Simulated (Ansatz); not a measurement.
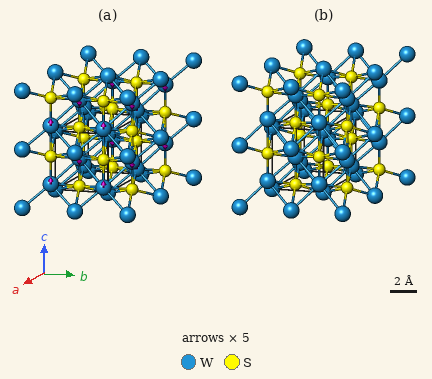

The structure of solid W₃S₂ (built on the A-type sesquioxide_164 type) before (left) and after (right) a relaxation, at one scale. The purple arrows give the displacements (the part carried along by the change of the cell is left out), 5 times their true length.

Style: ball-and-stick. Shown: the cell of the calculation, repeated 2 × 2 × 2 with one cell outlined, from a free direction.

Case: A-type sesquioxide type (P-3m1, No. 164).

Theory: DFT PBE, scalar-relativistic, plane waves, PAW (Ansatz). Set-up: plane-wave cutoff 420 eV; k-point mesh 12 × 12 × 8; occupations gaussian; smearing width 0.1 eV; no spin polarisation; cell and atoms relaxed; force threshold 0.01 eV/Å; at most 80 steps.

Summarise the run.

After 6 accepted moves (8 points after the start) the energy has fallen by 5.2 meV per atom. The largest force component goes from 0.15 to 0.0014 eV/Å. The pressure goes from 0.01 to 0.00 GPa. The line search rejected the trial step at point 4 of the run. The SCF was repeated once at an unchanged geometry on a basis and grid sized afresh for the cell, which shifted the energy by 0.1 meV per atom at most. The largest moves relative to the cell, 0.13 Å, are those of W atoms. By element the largest moves are W 0.13 Å, S 0.02 Å. The volume changes by +0.3 %, with a = b 4.139 → 4.039 Å (−2.4 %), c 5.079 → 5.351 Å (+5.4 %). Near-neighbour distances that change, for instance: S–W 2.670 → 2.965 Å, W–W 2.995 → 2.855 Å, W–W 2.896 → 2.978 Å, S–W 2.409 → 2.386 Å. The space group stays P-3m1 (No. 164).
